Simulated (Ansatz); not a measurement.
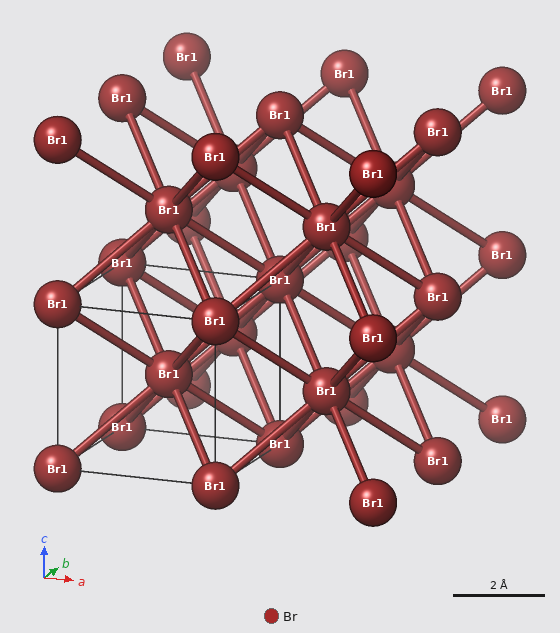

Reference structure: a crystal of Br (a generated structure, set up in Im-3m). Style: ball-and-stick. Shown: the conventional cell (2 times the calculation's cell), repeated 2 × 2 × 2 with one cell outlined, slightly off an axis. Lengths and directions refer to the drawn axes.

The calculation used DFT, PBE, all-electron PAW with datasets made for the crystal, scalar-relativistic in Ansatz 0.2.0. Settings: plane-wave cutoff 180 eV; k-point mesh 20 × 20 × 20; occupations fermi dirac; smearing width 0.05 eV; no spin polarisation.

Change: All lengths are scaled by −1.4 % (volume −4.0 %), the atoms keeping their fractional coordinates. No relaxation follows.

Input file:
```yaml
crystal:
  lattice:
    - [-1.8576185302, 1.8576185302, 1.8576185302]
    - [1.8576185302, -1.8576185302, 1.8576185302]
    - [1.8576185302, 1.8576185302, -1.8576185302]
  atoms:
    - { symbol: Br, position: [0.0, 0.0, 0.0] }
kpoints:
  mp_grid: { grid: [20, 20, 20] }
scf:
  occupations: { method: fermi_dirac, width: 0.05 }
hamiltonian:
  xc: pbe
  pseudopotentials: { kind: all_electron, datasets: crystal }
output:
  forces: true
  stress: true
  eigenvalues: true
  efg: { contact_densities: true }
```

Command:
```bash
ansatz run input.yaml --threads 1 --pin off --max-ram 2048MiB --backend cpu --events-out ev --progress --plain --runs-dir out
```

> What does the calculation give for the changed structure?

Near-neighbour distances before and after: Br–Br 3.766 → 3.715 Å, Br–Br 3.262 → 3.217 Å. The space group stays Im-3m (No. 229). Energy change: +3.9 meV per atom. The pressure goes from 0.0 to 1.3 GPa. All forces vanish by symmetry.

The changed structure in the same view:

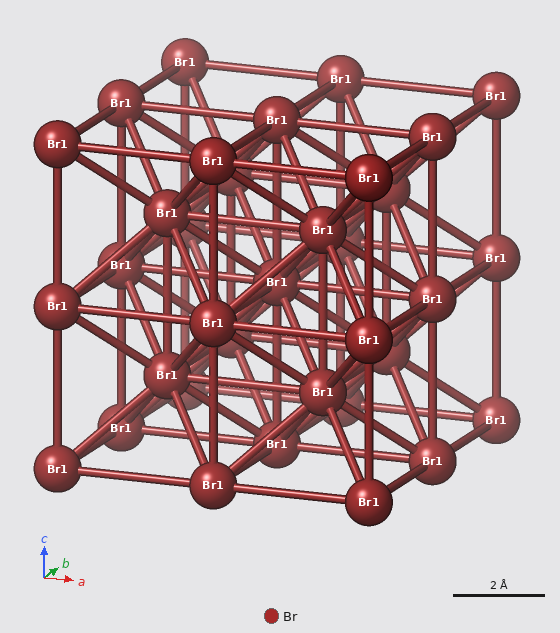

Limits of the set-up: an odd number of electrons was run without spin polarisation, which fails if the electron would localise.
